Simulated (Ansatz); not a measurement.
Consider LiBr.

Space group Fm-3m.

Input file:

```
crystal:
  lattice:
    - [0.0, 2.75065, 2.75065]
    - [2.75065, 0.0, 2.75065]
    - [2.75065, 2.75065, 0.0]
  atoms:
    - { symbol: Li, position: [0.0, 0.0, 0.0] }
    - { symbol: Br, position: [0.5, 0.5, 0.5] }
basis:
  ecutwfc: 420
  fft_grid_basis: typed
kpoints:
  mp_grid: { grid: [10, 10, 10] }
hamiltonian:
  xc: pbe
  pseudopotentials: { kind: paw }
scf:
  occupations: { method: gaussian, width: 0.05 }
output:
  forces: true
  stress: true
  eigenvalues: true
  bader: true
  write_density: true
  volumetric_format: npy
  elf: true
```

Launched as:

```sh
ansatz run input.yaml --threads 1 --pin off --max-ram 3072MiB --backend cpu --events-out ev --progress --plain --runs-dir out
```

The picture shows the conventional cell (a = 5.50 Å, b = 5.50 Å, c = 5.50 Å, α = 90.00°, β = 90.00°, γ = 90.00°).

Level of theory: Ansatz, DFT PBE, scalar-relativistic, plane waves, PAW.

Predict the deformation density (crystal less neutral atoms): where will charge gather?

Br–Li (2.75 Å): Δρ is +0.02 e/Å³ at the midpoint. Over the whole cell, outside the masked cores, the largest gain, 0.04 e/Å³, lies 1.0 Å from a bromine nucleus, and the largest loss, 0.014 e/Å³, lies 2.3 Å from a lithium nucleus and 2.3 Å from a bromine one. In all about 0.11 e an atom is rearranged against the free atoms. Bader charges: Li +0.90 and Br −0.90 e.

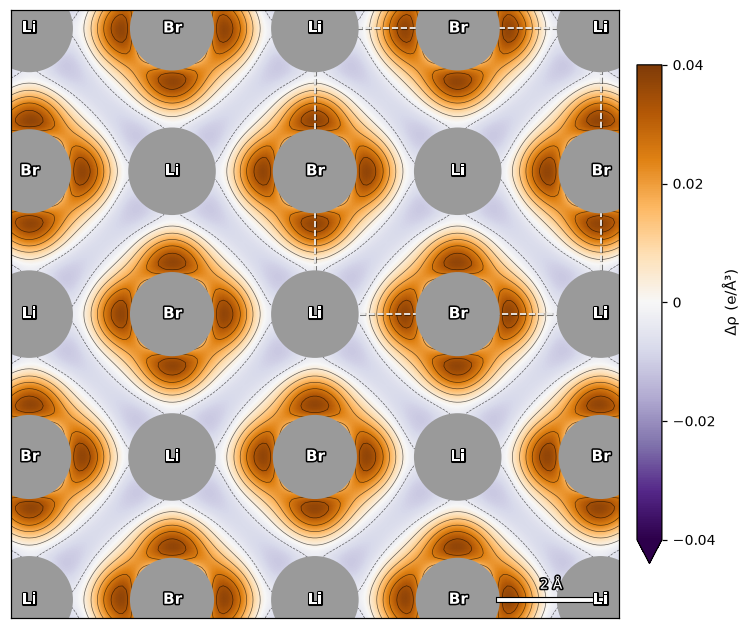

Computed deformation density: a map on the (100) plane of the conventional cell, with grey discs over the atomic cores.

Cores are masked to 0.8 Å (Li) and 0.8 Å (Br).

Core electrons are frozen (PAW), so the fields are smoothed inside the atomic spheres.
